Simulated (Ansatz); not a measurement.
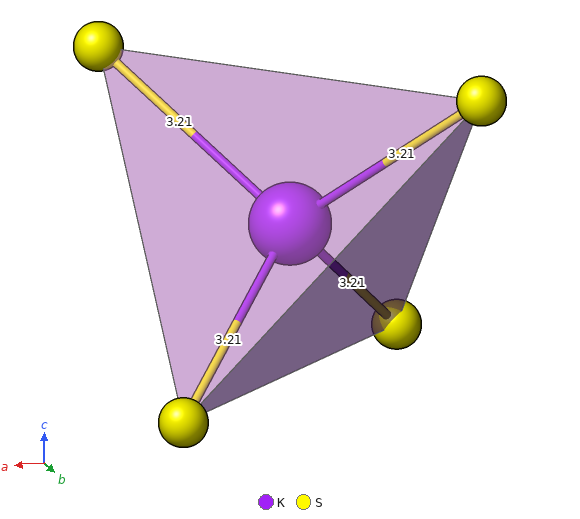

Coordination of K in K2S (Fm-3m); bond lengths in Å. Continuous shape measures are computed against ideal polyhedra (0 is ideal; above about 3 the distortion is strong). Origin: a calculation's input that goes back to an entry of the Crystallography Open Database (an earlier step may have relaxed or displaced it).

### What geometry does the central atom have?

KS4: an essentially ideal tetrahedron (coordination number 4, S = 0.00; next best see-saw, S = 9.8).

### Does the central atom sit at the centroid of its ligands?

Yes, to within 0.01 Å; the site symmetry is -43m.
